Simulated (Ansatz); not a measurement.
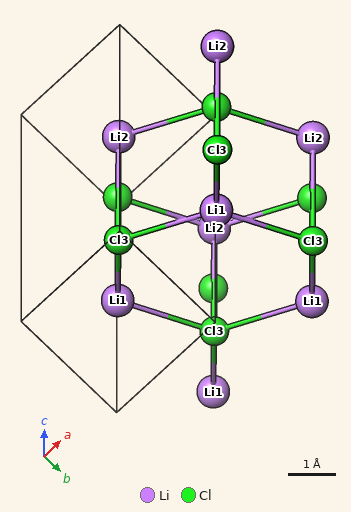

This is the input geometry for a relaxation of solid LiCl (built on the h-MgO (five-fold) type). Style: ball-and-stick. Shown: the cell of the calculation, repeated 2 × 2 × 1 with one cell outlined, from a free direction.

These are results of DFT, PBEsol, plane waves, PAW (Ansatz 0.2.0), not measurements.

Input
```yaml
crystal:
  lattice:
    - [4.187591711, 0.0, 0.0]
    - [-2.0937958555, 3.6265608024, 0.0]
    - [0.0, 0.0, 5.2870383812]
  atoms:
    - { symbol: Li, position: [0.3333333333, 0.6666666667, 0.25] }
    - { symbol: Li, position: [0.6666666667, 0.3333333333, 0.75] }
    - { symbol: Cl, position: [0.6666666667, 0.3333333333, 0.25] }
    - { symbol: Cl, position: [0.3333333333, 0.6666666667, 0.75] }
kpoints:
  mp_grid: { grid: [6, 6, 4] }
hamiltonian:
  xc: pbesol
scf:
  occupations: { method: fermi_dirac, width: 0.02 }
relax:
  f_tol: 0.005
  cell: {}
```

Q: What does the optimiser find from here?

A: No atom moves by more than 0.005 Å relative to the cell. The volume changes by −4.2 %, with a = b 4.188 → 4.154 Å (−0.8 %), c 5.287 → 5.147 Å (−2.7 %). Some distances before and after: Li1–Cl4 2.644 → 2.573 Å, Li1–Cl3 2.418 → 2.398 Å. The space group stays P6_3/mmc (No. 194). The energy falls by 13.3 meV per cell of the calculation in 3 accepted moves (4 points after the start). All forces vanish by symmetry, so only the cell relaxes. Pressure: −1.08 GPa at the start and 0.01 GPa at the end. At 1 point the geometry stayed and the basis and grid were re-selected for the new cell (energy shift of 0.1 meV per cell of the calculation at most each time). The run took about 9 core-seconds on a shared host.

Step by step:

```json
{"step": "0", "E − E(0), meV/atom": "0.00", "pressure, GPa": "-1.08", "volume, Å³/atom": "20.073", "note": ""}
{"step": "1", "E − E(0), meV/atom": "-2.79", "pressure, GPa": "-0.42", "volume, Å³/atom": "19.536", "note": ""}
{"step": "2", "E − E(0), meV/atom": "-3.33", "pressure, GPa": "0.08", "volume, Å³/atom": "19.179", "note": ""}
{"step": "3", "E − E(0), meV/atom": "-3.34", "pressure, GPa": "0.01", "volume, Å³/atom": "19.225", "note": ""}
{"step": "4", "E − E(0), meV/atom": "-3.33", "pressure, GPa": "0.01", "volume, Å³/atom": "19.225", "note": "same geometry, new basis"}
```

The structure at the end:

```xyz
4
Lattice="4.1536 0.0000 0.0000 -2.0768 3.5972 0.0000 0.0000 0.0000 5.1468" Properties=species:S:1:pos:R:3 pbc="T T T"
Li    0.0000    2.3981    1.2867
Li    2.0768    1.1991    3.8601
Cl    2.0768    1.1991    1.2867
Cl    0.0000    2.3981    3.8601
```

After the run, drawn alike:

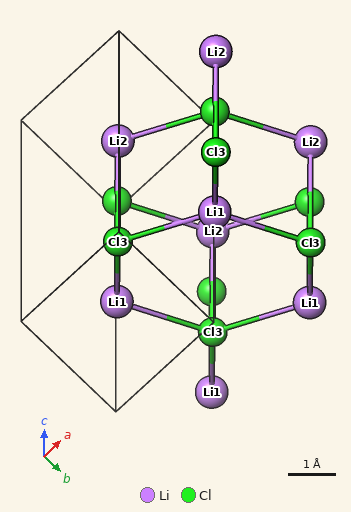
